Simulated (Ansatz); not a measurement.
```xyz
8
Lattice="6.5422 0.0000 0.0000 0.0000 6.5422 0.0000 0.0000 0.0000 6.5422" Properties=species:S:1:pos:R:3 pbc="T T T"
Sn    0.0000    0.0000    0.0000
Sn    3.2711    3.2711    0.0000
Sn    3.2711    0.0000    3.2711
Sn    0.0000    3.2711    3.2711
Sn    1.6356    1.6356    1.6356
Sn    4.9067    4.9067    1.6356
Sn    4.9067    1.6356    4.9067
Sn    1.6356    4.9067    4.9067
```

Space group Fd-3m.

The calculation used Ansatz 0.2.0, DFT, PBEsol, PAW with Ansatz's default frozen-core files, scalar-relativistic; relaxation of cell and atoms.

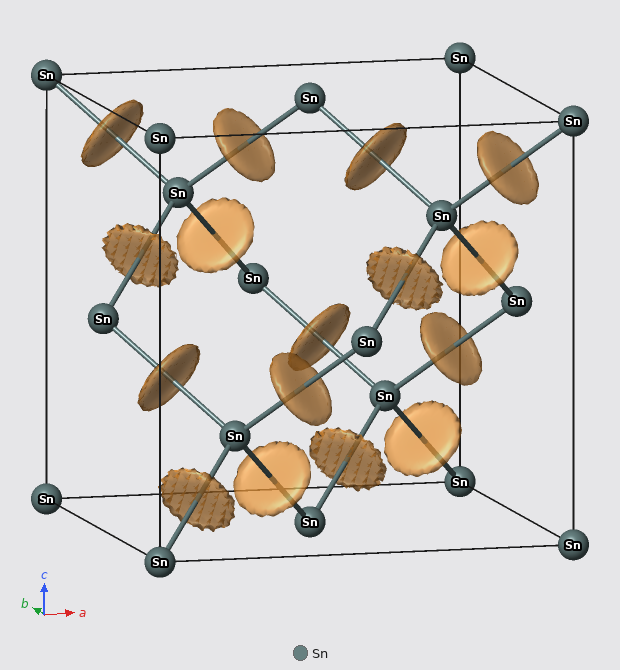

Sn. Isosurface of the electron localisation function at 0.6 (orange), seen slightly off an axis. Core shells and regions of very low density are left out. Sticks mark near contacts.

Identify the bonds, lone pairs and shells in this picture.

The surface consists of 16 regions between bonded Sn–Sn atoms, counted in one cell of 8 atoms. Regions shared between cells count once. Profiles from the grid: Sn–Sn (2.83 Å): the ELF peaks at about 0.65 between the atoms.

Does the calculation make it a metal, or give it a gap?

It is gapless in this calculation (a metal or semimetal).
